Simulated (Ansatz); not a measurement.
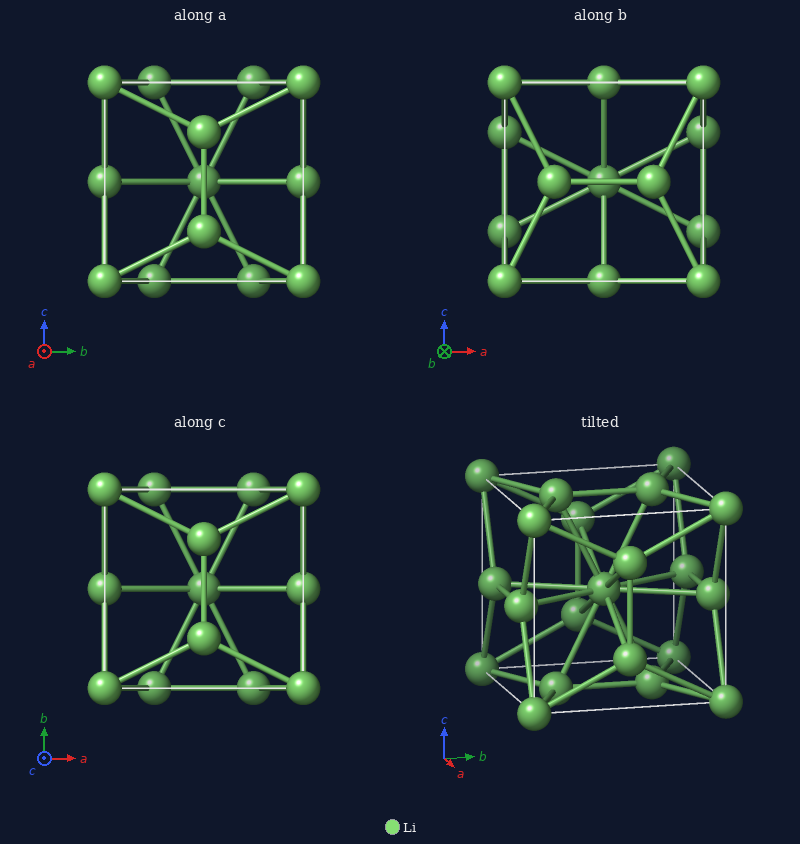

The crystal in a ball-and-stick representation, seen along the a axis, along the b axis, along the c axis and slightly off an axis. The edges of the conventional unit cell are marked.

Lattice parameters: a = 5.459 Å, b = 5.459 Å, c = 5.459 Å, α = 90.00°, β = 90.00°, γ = 90.00°. Put a along x and b in the xy plane.

**Reconstruct the structure as a POSCAR file.**

```
Li
1.0
     5.459    0.000    0.000
     0.000    5.459    0.000
     0.000    0.000    5.459
Li
8
Direct
  0.5000 0.5000 0.5000
  0.0000 0.0000 0.0000
  0.2500 0.0000 0.5000
  0.5000 0.2500 0.0000
  0.5000 0.7500 0.0000
  0.7500 0.0000 0.5000
  0.0000 0.5000 0.7500
  0.0000 0.5000 0.2500
```

The structure comes from a structure type filled with this element by a generator (whether the element takes this form wasn't checked). The geometry is the end of a relaxation with DFT PBE, scalar-relativistic, plane waves, PAW in Ansatz.
